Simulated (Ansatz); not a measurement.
# Zn: molecular dynamics (part 2 of 2)

Zn (defect cell, 13 atoms in the cell); DFT PBE-D3(BJ), scalar-relativistic, plane waves, PAW, no spin polarisation (Ansatz 0.2.0); cutoff 420 eV, 2×2×2 k-mesh, Fermi–Dirac smearing of 0.1 eV. It belongs to a series of runs on one base structure; here: dynamics from the last frame of the run before.

Geometry of the input (Å; fractional positions):
```
5.3200  0.0000  0.0000
-3.9900  6.9109  0.0000
0.0000  0.0000  4.9370
Zn 0.0434  0.0189  0.0219
Zn 0.1200  0.2066  0.4210
Zn 0.0084  0.2875  -0.1119
Zn 0.1855  0.5376  0.5486
Zn -0.0378  0.6782  0.0432
Zn 0.0877  0.7952  0.6072
Zn 0.4982  -0.0560  0.1237
Zn 0.7557  0.3309  0.3193
Zn 0.5482  0.3833  -0.1501
Zn 0.6156  0.5549  0.4911
Zn 0.4983  0.6308  0.0583
Zn 0.6790  0.8768  0.5713
Zn 0.4940  0.0914  0.7144
```

**Output, continued**
```
md step    70: t =   315.00 fs  T =  2946.6 K  F+E_penalty+E_count = -43147.61333699 eV  E_kin = 4.570590 eV  conserved = -43146.36839255 eV  (10 SCF iters, 3 dispersion substeps)
md step    71: t =   319.50 fs  T =  2857.9 K  F+E_penalty+E_count = -43147.43208692 eV  E_kin = 4.432979 eV  conserved = -43146.36958658 eV  (8 SCF iters, 3 dispersion substeps)
md step    72: t =   324.00 fs  T =  2812.2 K  F+E_penalty+E_count = -43147.32847953 eV  E_kin = 4.362081 eV  conserved = -43146.37313654 eV  (7 SCF iters, 3 dispersion substeps)
md step    73: t =   328.50 fs  T =  2783.2 K  F+E_penalty+E_count = -43147.25739688 eV  E_kin = 4.317070 eV  conserved = -43146.37607251 eV  (7 SCF iters, 3 dispersion substeps)
md step    74: t =   333.00 fs  T =  2747.3 K  F+E_penalty+E_count = -43147.18003782 eV  E_kin = 4.261364 eV  conserved = -43146.37687450 eV  (8 SCF iters, 3 dispersion substeps)
md step    75: t =   337.50 fs  T =  2700.5 K  F+E_penalty+E_count = -43147.08909966 eV  E_kin = 4.188852 eV  conserved = -43146.37491072 eV  (8 SCF iters, 3 dispersion substeps)
md step    76: t =   342.00 fs  T =  2665.8 K  F+E_penalty+E_count = -43147.01933335 eV  E_kin = 4.134940 eV  conserved = -43146.37018560 eV  (7 SCF iters, 3 dispersion substeps)
md step    77: t =   346.50 fs  T =  2688.3 K  F+E_penalty+E_count = -43147.04306280 eV  E_kin = 4.169884 eV  conserved = -43146.36532811 eV  (7 SCF iters, 3 dispersion substeps)
md step    78: t =   351.00 fs  T =  2808.9 K  F+E_penalty+E_count = -43147.22843138 eV  E_kin = 4.356875 eV  conserved = -43146.36521081 eV  (6 SCF iters, 3 dispersion substeps)
md step    79: t =   355.50 fs  T =  3024.1 K  F+E_penalty+E_count = -43147.57295564 eV  E_kin = 4.690688 eV  conserved = -43146.37120923 eV  (6 SCF iters, 3 dispersion substeps)
md step    80: t =   360.00 fs  T =  3277.0 K  F+E_penalty+E_count = -43147.98679058 eV  E_kin = 5.083050 eV  conserved = -43146.37889209 eV  (10 SCF iters, 3 dispersion substeps)
md step    81: t =   364.50 fs  T =  3493.4 K  F+E_penalty+E_count = -43148.35361081 eV  E_kin = 5.418691 eV  conserved = -43146.38353468 eV  (7 SCF iters, 3 dispersion substeps)
md step    82: t =   369.00 fs  T =  3623.1 K  F+E_penalty+E_count = -43148.59810975 eV  E_kin = 5.619848 eV  conserved = -43146.38450554 eV  (7 SCF iters, 3 dispersion substeps)
md step    83: t =   373.50 fs  T =  3650.8 K  F+E_penalty+E_count = -43148.69962158 eV  E_kin = 5.662753 eV  conserved = -43146.38365626 eV  (6 SCF iters, 3 dispersion substeps)
md step    84: t =   378.00 fs  T =  3583.4 K  F+E_penalty+E_count = -43148.66916692 eV  E_kin = 5.558319 eV  conserved = -43146.38214914 eV  (7 SCF iters, 3 dispersion substeps)
md step    85: t =   382.50 fs  T =  3439.9 K  F+E_penalty+E_count = -43148.53260429 eV  E_kin = 5.335703 eV  conserved = -43146.37974464 eV  (7 SCF iters, 3 dispersion substeps)
md step    86: t =   387.00 fs  T =  3249.5 K  F+E_penalty+E_count = -43148.33113383 eV  E_kin = 5.040402 eV  conserved = -43146.37634120 eV  (7 SCF iters, 3 dispersion substeps)
md step    87: t =   391.50 fs  T =  3050.1 K  F+E_penalty+E_count = -43148.12026068 eV  E_kin = 4.731003 eV  conserved = -43146.37296500 eV  (5 SCF iters, 3 dispersion substeps)
md step    88: t =   396.00 fs  T =  2877.5 K  F+E_penalty+E_count = -43147.95430183 eV  E_kin = 4.463385 eV  conserved = -43146.37097063 eV  (5 SCF iters, 3 dispersion substeps)
md step    89: t =   400.50 fs  T =  2754.2 K  F+E_penalty+E_count = -43147.86693609 eV  E_kin = 4.272142 eV  conserved = -43146.37072788 eV  (6 SCF iters, 3 dispersion substeps)
md step    90: t =   405.00 fs  T =  2685.0 K  F+E_penalty+E_count = -43147.86509354 eV  E_kin = 4.164804 eV  conserved = -43146.37159680 eV  (9 SCF iters, 3 dispersion substeps)
md step    91: t =   409.50 fs  T =  2662.2 K  F+E_penalty+E_count = -43147.93692301 eV  E_kin = 4.129396 eV  conserved = -43146.37298619 eV  (7 SCF iters, 3 dispersion substeps)
md step    92: t =   414.00 fs  T =  2671.4 K  F+E_penalty+E_count = -43148.06083625 eV  E_kin = 4.143726 eV  conserved = -43146.37470365 eV  (6 SCF iters, 3 dispersion substeps)
md step    93: t =   418.50 fs  T =  2695.6 K  F+E_penalty+E_count = -43148.21038553 eV  E_kin = 4.181173 eV  conserved = -43146.37645750 eV  (6 SCF iters, 3 dispersion substeps)
md step    94: t =   423.00 fs  T =  2718.8 K  F+E_penalty+E_count = -43148.36024377 eV  E_kin = 4.217179 eV  conserved = -43146.37758625 eV  (6 SCF iters, 3 dispersion substeps)
md step    95: t =   427.50 fs  T =  2732.7 K  F+E_penalty+E_count = -43148.49615135 eV  E_kin = 4.238696 eV  conserved = -43146.37752969 eV  (5 SCF iters, 3 dispersion substeps)
md step    96: t =   432.00 fs  T =  2739.5 K  F+E_penalty+E_count = -43148.62139552 eV  E_kin = 4.249260 eV  conserved = -43146.37692056 eV  (7 SCF iters, 3 dispersion substeps)
md step    97: t =   436.50 fs  T =  2745.3 K  F+E_penalty+E_count = -43148.74629288 eV  E_kin = 4.258284 eV  conserved = -43146.37743761 eV  (6 SCF iters, 3 dispersion substeps)
md step    98: t =   441.00 fs  T =  2746.7 K  F+E_penalty+E_count = -43148.86527415 eV  E_kin = 4.260405 eV  conserved = -43146.37959893 eV  (6 SCF iters, 3 dispersion substeps)
md step    99: t =   445.50 fs  T =  2727.4 K  F+E_penalty+E_count = -43148.95056429 eV  E_kin = 4.230563 eV  conserved = -43146.38182693 eV  (7 SCF iters, 3 dispersion substeps)
md step   100: t =   450.00 fs  T =  2671.5 K  F+E_penalty+E_count = -43148.97369763 eV  E_kin = 4.143846 eV  conserved = -43146.38243397 eV  (10 SCF iters, 3 dispersion substeps)
md step   101: t =   454.50 fs  T =  2577.0 K  F+E_penalty+E_count = -43148.92915849 eV  E_kin = 3.997195 eV  conserved = -43146.38125460 eV  (7 SCF iters, 3 dispersion substeps)
md step   102: t =   459.00 fs  T =  2457.9 K  F+E_penalty+E_count = -43148.83775735 eV  E_kin = 3.812572 eV  conserved = -43146.37914331 eV  (6 SCF iters, 3 dispersion substeps)
md step   103: t =   463.50 fs  T =  2337.3 K  F+E_penalty+E_count = -43148.73476772 eV  E_kin = 3.625384 eV  conserved = -43146.37704551 eV  (6 SCF iters, 3 dispersion substeps)
md step   104: t =   468.00 fs  T =  2237.2 K  F+E_penalty+E_count = -43148.65559117 eV  E_kin = 3.470155 eV  conserved = -43146.37579799 eV  (6 SCF iters, 3 dispersion substeps)
md step   105: t =   472.50 fs
SCF 210 converged in 7 iterations: F = -43148.558707 eV  dr2 = 7.48e-9
md step   209: t =   940.50 fs  T =  2885.7 K  F+E_penalty+E_count = -43148.55870710 eV  E_kin = 4.476019 eV  conserved = -43146.37801351 eV  (7 SCF iters, 3 dispersion substeps)
iter 1 solved again at ethr=9.66e-6 eV; its pass at ethr=3.10e-3 eV (dr2=1.51e-2 eV) is discarded
SCF iter   1: F=—  HF=-43148.514392 eV  |F-HF|=—  |Δ(HF+E_count)|=         —  Δρ=3.49e-3  dr2=1.57e-2  ethr=9.66e-6  ⟨swp⟩=2.1  Hψ=4509  notcnv=0
preconditioner: auto → Kerker (q_TF=auto, 2.660 Å⁻¹)  [metal: Δε(μ)=0.097 eV  Ē_g=11.389 eV  σ=0.100 eV  W_gap=0.23  n_scr=46 (ndim 8)  ℏωp=34.4 eV  f_vac=0.000  D(μ)=3.48/eV (n_scr^D=20)]
SCF iter   2: F=—  HF=-43148.510616 eV  |F-HF|=—  |Δ(HF+E_count)|=   3.78e-3  Δρ=1.93e-3  dr2=5.63e-3  ethr=9.66e-6  ⟨swp⟩=1.1  Hψ=820  notcnv=0
SCF iter   3: F=—  HF=-43148.509521 eV  |F-HF|=—  |Δ(HF+E_count)|=   1.10e-3  Δρ=9.54e-4  dr2=1.02e-3  ethr=3.61e-6  ⟨swp⟩=2.0  Hψ=1375  notcnv=0
SCF iter   4: F=—  HF=-43148.508941 eV  |F-HF|=—  |Δ(HF+E_count)|=   5.80e-4  Δρ=3.01e-4  dr2=1.56e-4  ethr=6.55e-7  ⟨swp⟩=2.0  Hψ=1375  notcnv=0
SCF iter   5: F=—  HF=-43148.508934 eV  |F-HF|=—  |Δ(HF+E_count)|=   6.92e-6  Δρ=8.50e-5  dr2=1.39e-5  ethr=1.00e-7  ⟨swp⟩=2.4  Hψ=1326  notcnv=0
SCF iter   6: F=—  HF=-43148.508922 eV  |F-HF|=—  |Δ(HF+E_count)|=   1.24e-5  Δρ=5.68e-5  dr2=4.54e-6  ethr=8.92e-9  ⟨swp⟩=2.0  Hψ=1375  notcnv=0
SCF iter   7: F=—  HF=-43148.508972 eV  |F-HF|=—  |Δ(HF+E_count)|=   5.08e-5  Δρ=1.49e-5  dr2=5.54e-7  ethr=2.91e-9  ⟨swp⟩=2.0  Hψ=1368  notcnv=0
SCF iter   8: F=—  HF=-43148.508972 eV  |F-HF|=—  |Δ(HF+E_count)|=   1.45e-8  Δρ=6.82e-6  dr2=9.19e-8  ethr=3.55e-10  ⟨swp⟩=2.1  Hψ=1260  notcnv=0
SCF iter   9: F=—  HF=-43148.508972 eV  |F-HF|=—  |Δ(HF+E_count)|=   9.78e-9  Δρ=4.94e-6  dr2=3.78e-8  ethr=5.89e-11  ⟨swp⟩=2.0  Hψ=1373  notcnv=0
SCF iter  10: F=-43148.508972 eV  HF=-43148.508972 eV  |F-HF|=4.83e-9  |Δ(HF+E_count)|=   1.43e-8  Δρ=1.59e-6  dr2=7.47e-9  ethr=8.33e-12  ⟨swp⟩=3.4  Hψ=3386  notcnv=0
SCF 211 converged in 10 iterations: F = -43148.508972 eV  dr2 = 7.47e-9
md step   210: t =   945.00 fs  T =  2837.2 K  F+E_penalty+E_count = -43148.50897234 eV  E_kin = 4.400766 eV  conserved = -43146.38139574 eV  (10 SCF iters, 3 dispersion substeps)
```

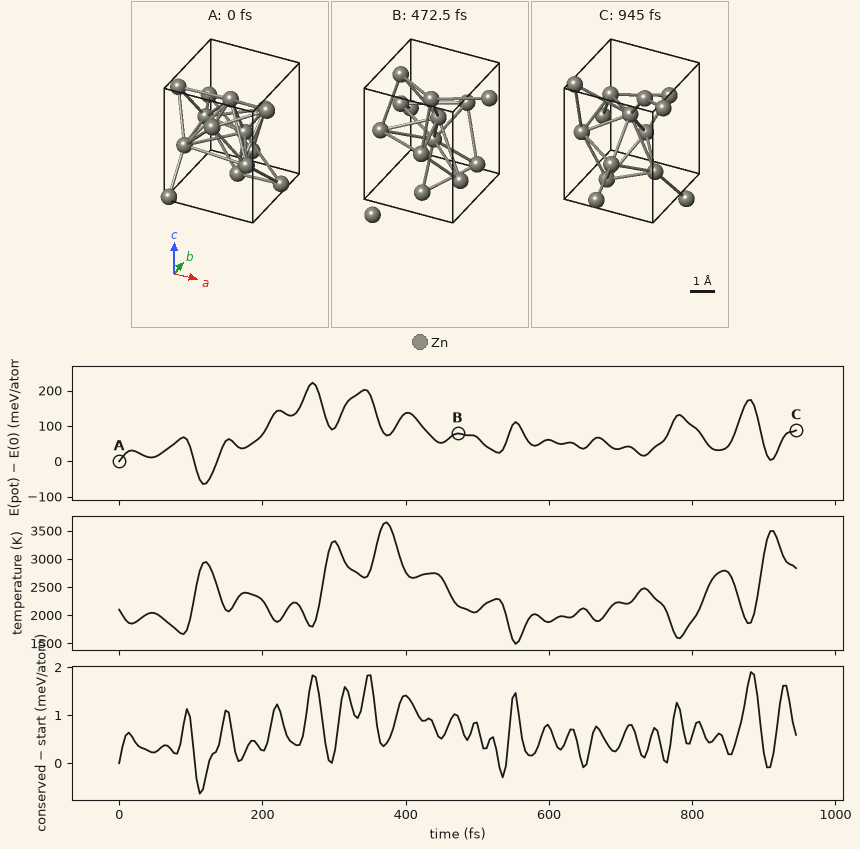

Frames of the molecular dynamics (ball-and-stick, simulation cell, seen slightly off an axis) above the curves, on which the letters mark them. The trajectory kept here has 211 frames over 945 fs. The temperature starts at 2100 K, ranges from 1491 to 3651 K and averages 2222 K over the second half. The potential energy ends 87.5 meV/atom above its first value. The conserved quantity stays within 2.5 meV/atom. With the common drift removed, the root-mean-square displacement is 1.70 Å, and Zn7 has moved furthest (3.19 Å).

```
SCF converged after 10 iterations
Free energy (F): -43148.508972 eV
Harris-Foulkes:  -43148.508972 eV  (|F-HF|=4.83e-9)
Internal energy: -43148.396930 eV  (E = F + TS)
E sigma→0 (E₀):  -43148.452951 eV
Entropy (-TS):   -0.112043 eV (-8.619 meV/atom)
Fermi energy:    11.998730 eV
--- Per-component energies (eV) ---
  E_band       = 765.365689
  E_kinetic    = 1728.837629
  E_local      = -20200.500218  (includes V_loc(G=0)·N_el)
  E_nonlocal   = 7919.909659
  E_hartree    = 8535.318720
  E_xc         = -1809.254816
  E_vxc        = -708.738112  (∫ρ·V_xc dr)
  E_paw        = -23695.604118  (= ΣΔE_a)
  E_vpaw       = -5044.777369  (= ΣTr[D̂ρ^β])
  E_aug_tail   = -0.004685  (compensation charges beyond the density's cutoff)
  E_ewald      = -15621.374470
  E_disp       = -5.724630  (pairwise vdW)
  E_smearing   = -0.112043  (= −TS)
  E_closure    = 0.000000  (closes the sum)
  Σ components = -43148.508972   (vs F -43148.508972, Δ=0.00e0)
--- Forces (eV/Å), atoms counted from 1 ---
  atom   1  Zn     1.13228151    -0.30707637    -1.15505250
  atom   2  Zn    -0.84055639     0.99042156    -0.61556651
  atom   3  Zn    -0.74026817    -0.03836295     0.33826747
  atom   4  Zn    -0.67325750    -0.82617074     1.03041891
  atom   5  Zn     1.27970483    -0.03570696    -0.30627929
  atom   6  Zn     2.57178486     2.15452539    -0.76891381
  atom   7  Zn    -0.15343480    -2.35166138     0.53013947
  atom   8  Zn     0.78165490     0.11915226     1.81597856
  atom   9  Zn     2.06872620     0.78272797    -0.94695929
  atom  10  Zn    -2.16179114    -1.84599265    -0.95381561
  atom  11  Zn    -1.09852302     2.52422378     1.49216869
  atom  12  Zn    -1.29433388    -0.88927905     0.62631069
  atom  13  Zn    -0.87198543    -0.27680111    -1.08669697
  max |Σ_I F_I| component: 1.98e-6 eV/Å
--- MD trajectory: 210 steps, t = 0.0 → 945.0 fs ---
  final state: T = 2837.2 K   F+E_penalty+E_count = -43148.50897234 eV   E_kin = 4.400766 eV
  conserved energy: peak-to-peak 3.296e-2 eV (2.535e-3 eV/atom) over 945.0 fs
```

**Trajectory as extended XYZ (Å, eV, eV/Å), 7 of the 211 frames kept, from step=0 to step=210**
```
13
Lattice="5.3200 0.0000 0.0000 -3.9900 6.9109 0.0000 0.0000 0.0000 4.9370" Properties=species:S:1:pos:R:3:forces:R:3 step=0 time_fs=0.0 energy=-43149.64644 temperature=2100.0
Zn    0.1556    0.1304    0.1081    0.6365  -1.0959  -0.1685
Zn   -0.1856    1.4276    2.0784    0.2714  -0.0536   0.0510
Zn   -1.1022    1.9867   -0.5524   -0.7030   0.3708   0.8722
Zn   -1.1582    3.7150    2.7083   -0.8713   0.7249   0.2335
Zn   -2.9070    4.6871    0.2133    1.7057  -0.2916   1.5474
Zn   -2.7060    5.4954    2.9975    0.1694   1.0729  -1.2745
Zn    2.8739   -0.3874    0.6109    0.0642   0.1355   1.1123
Zn    2.6999    2.2870    1.5765   -0.4062  -1.2315  -0.8512
Zn    1.3869    2.6489   -0.7408    0.5553  -1.6401   2.1933
Zn    1.0612    3.8346    2.4246    0.8636   0.8556  -2.0195
Zn    0.1344    4.3591    0.2880   -2.2621   0.5281  -0.3522
Zn    0.1140    6.0596    2.8205   -0.1483   0.3388   0.0319
Zn    2.2634    0.6313    3.5267    0.1248   0.2863  -1.3756
13
Lattice="5.3200 0.0000 0.0000 -3.9900 6.9109 0.0000 0.0000 0.0000 4.9370" Properties=species:S:1:pos:R:3:forces:R:3 step=35 time_fs=157.5 energy=-43148.89032 temperature=2124.7
Zn    0.8088   -0.2863   -0.2315   -0.3788  -0.0844  -0.0427
Zn   -0.2554    1.3491    2.5161   -1.4458  -0.5130  -0.5281
Zn   -1.0855    2.1686    0.0991    1.2166   0.6560   1.4372
Zn   -1.9536    3.4917    3.1432    0.6336   0.7765  -0.6349
Zn   -2.6815    4.2169    0.6685    2.0891   0.7595  -1.0530
Zn   -2.6485    6.3745    2.2360    0.5348  -0.7782   0.0188
Zn    3.6745   -0.3370    0.7611   -1.0759   2.5564  -2.7056
Zn    1.7524    1.9223    1.2315    0.5543  -1.1931  -0.3878
Zn    1.1031    2.7020   -1.1338    0.5695  -1.2011   2.5407
Zn    0.9251    3.9559    2.0978   -0.5816   0.2232   0.8000
Zn    0.1408    4.4757    0.1206   -1.2579  -0.1272  -2.5565
Zn    0.0797    5.9137    2.6706   -0.2598   0.0347   4.8496
Zn    2.7703    0.9284    3.8805   -0.5981  -1.1094  -1.7376
13
Lattice="5.3200 0.0000 0.0000 -3.9900 6.9109 0.0000 0.0000 0.0000 4.9370" Properties=species:S:1:pos:R:3:forces:R:3 step=70 time_fs=315.0 energy=-43147.61334 temperature=2946.6
Zn    1.0749   -0.9062   -0.4095   -0.0688   2.4725  -2.2259
Zn   -0.8688    1.6518    3.0826    0.6345   2.6666  -2.5005
Zn   -1.1480    2.0483    0.5256    1.7294   0.7690   0.7086
Zn   -2.3119    4.2788    2.7612    0.7905  -1.7345   0.3853
Zn   -2.6789    4.0151    0.2495    1.1683  -2.7669   1.3620
Zn   -2.4060    6.3418    1.8289    0.0183   0.5030   1.0815
Zn    4.3633   -0.5458    0.8998   -0.1734   2.6140   2.4891
Zn    1.9732    1.6745    1.3592   -0.7022   0.7811   0.9693
Zn    1.1131    2.5207   -1.0924   -0.2285   1.3355  -0.1318
Zn    0.7079    3.8979    1.7315   -1.0467  -0.5564   2.1849
Zn    0.0633    4.6325   -0.2989   -1.9107  -3.6126  -2.1712
Zn    0.2018    6.4281    3.3530    0.8058  -2.1272  -2.1977
Zn    2.5463    0.8378    4.0692   -1.0165  -0.3440   0.0466
13
Lattice="5.3200 0.0000 0.0000 -3.9900 6.9109 0.0000 0.0000 0.0000 4.9370" Properties=species:S:1:pos:R:3:forces:R:3 step=105 time_fs=472.5 energy=-43148.62306 temperature=2171.3
Zn    1.3697   -0.8867   -0.2452    1.3865  -0.0885   0.3164
Zn   -0.6523    1.6605    2.6060    0.5581   2.5064   0.3936
Zn    0.5513    1.6728    0.3939   -0.8541   0.8246  -0.9426
Zn   -2.4438    4.7291    2.8120    1.9761  -1.2862  -0.7978
Zn   -2.7180    3.2292    0.6858    0.2403   1.6905   0.0920
Zn   -3.5455    6.4477    2.0489    2.7507   0.9545   1.3366
Zn    4.5114   -0.5370    0.3647   -2.2673  -1.5043  -2.0481
Zn    2.1675    1.2803    2.1916    0.0618  -0.2872   0.5446
Zn    1.3413    3.1738   -1.6682   -0.3768  -1.1278   1.0480
Zn   -0.1225    4.3773    1.7549   -0.1645  -0.7550  -0.6266
Zn   -0.5779    4.1352   -0.6553   -0.3543  -0.1047   0.6949
Zn   -0.2552    6.5572    2.9249   -2.4310  -2.0540   1.2954
Zn    3.0045    1.0361    4.8458   -0.5254   1.2317  -1.3064
13
Lattice="5.3200 0.0000 0.0000 -3.9900 6.9109 0.0000 0.0000 0.0000 4.9370" Properties=species:S:1:pos:R:3:forces:R:3 step=140 time_fs=630.0 energy=-43148.95281 temperature=1958.5
Zn    2.0451   -0.5923    0.3641    1.1148   0.2127  -1.1509
Zn   -0.6173    1.3950    2.6303    2.1601   3.2161   1.3169
Zn    0.0235    1.2777    0.3078    0.8433   1.0147  -0.5659
Zn   -2.0706    4.7210    2.7100    0.0871  -0.8610  -0.8461
Zn   -3.1634    4.2505    0.7346    0.9382  -2.2277  -0.3214
Zn   -3.3716    6.3810    2.2712   -1.0802   1.3450   0.4826
Zn    4.7771   -1.0128    0.0739   -1.8292   0.2419  -1.2550
Zn    2.4901    1.5490    1.9108   -2.1406   1.4959   0.0729
Zn    1.1766    3.2707   -1.2814    0.6756  -0.2835   0.2200
Zn    0.0560    3.6677    1.6443   -1.0296   0.1069  -0.3594
Zn   -1.1103    3.7942   -0.6116    1.6212  -1.2642   2.2799
Zn   -0.5123    6.5580    2.7682   -1.1645  -3.0446   0.9807
Zn    2.9074    1.6156    4.5374   -0.1961   0.0479  -0.8543
13
Lattice="5.3200 0.0000 0.0000 -3.9900 6.9109 0.0000 0.0000 0.0000 4.9370" Properties=species:S:1:pos:R:3:forces:R:3 step=175 time_fs=787.5 energy=-43148.03010 temperature=1657.0
Zn    2.6299   -1.2796    0.4041   -0.3209   0.4417  -0.7233
Zn   -0.7763    1.7124    2.7003    1.1186   1.5969   0.0468
Zn    0.1081    0.9610    0.3399   -0.1321   2.1001   1.1031
Zn   -2.1100    4.5612    3.0866    0.6631  -0.9850   0.8097
Zn   -3.0618    3.8431    0.9483   -1.2791   1.1536  -0.9577
Zn   -3.1471    6.5685    2.3333    0.0533   1.2240  -1.9924
Zn    5.0114   -0.7954   -0.8037   -1.4396  -3.2993   1.4711
Zn    2.2462    1.6109    1.4676   -1.1159   2.2104   0.5178
Zn    0.9012    3.3180   -1.3666    0.5790   0.0350   0.1000
Zn    0.4038    5.1241    1.9547   -0.4531  -1.6538  -0.8243
Zn   -1.0079    3.1223    0.1517    0.3824  -0.0522  -0.0668
Zn   -0.9467    6.9368    2.6129    2.4689  -4.5942  -0.2323
Zn    2.3796    1.1922    4.2307   -0.5246   1.8231   0.7485
13
Lattice="5.3200 0.0000 0.0000 -3.9900 6.9109 0.0000 0.0000 0.0000 4.9370" Properties=species:S:1:pos:R:3:forces:R:3 step=210 time_fs=945.0 energy=-43148.50897 temperature=2837.2
Zn    2.4286   -0.5065    0.5476    1.1323  -0.3071  -1.1551
Zn   -0.8588    1.9553    2.4287   -0.8406   0.9904  -0.6156
Zn   -0.1808    0.8256   -0.0257   -0.7403  -0.0384   0.3383
Zn   -1.7113    4.5747    3.4012   -0.6733  -0.8262   1.0304
Zn   -3.5665    3.7764    0.8041    1.2797  -0.0357  -0.3063
Zn   -3.4268    5.8623    1.8537    2.5718   2.1545  -0.7689
Zn    5.6270   -1.0997   -0.8375   -0.1534  -2.3517   0.5301
Zn    1.4186    1.4383    1.5455    0.7817   0.1192   1.8160
Zn    0.9520    3.0648   -1.5818    2.0687   0.7827  -0.9470
Zn   -0.0237    5.0244    1.9547   -2.1618  -1.8460  -0.9538
Zn   -0.4172    3.0346    0.1861   -1.0985   2.5242   1.4922
Zn   -0.5381    6.9798    3.1028   -1.2943  -0.8893   0.6263
Zn    2.9273    1.9454    4.6803   -0.8720  -0.2768  -1.0867
```

**Results in brief**

- outcome: finished
- mean temperature over the second half: 2222 K
- trajectory: 210 steps, 945 fs
- ensemble: nvt_nose_hoover
- temperature in the input: 2100.0 K
- time step: 4.5 fs
- electrons treated: 156
- potential energy (free energy of the electrons) (last step): −43148.5090 eV
- Fermi energy (last step): 11.999 eV
- largest force (length of the vector) (last step): 3.442 eV/Å
- hardware: 1 thread of Arm Neoverse V1, 24 GiB of memory available, shared host
- wall time: 30 min
- peak memory: 0.62 GiB

The k-point mesh is coarse for a cell of this size, so the results may not be converged.
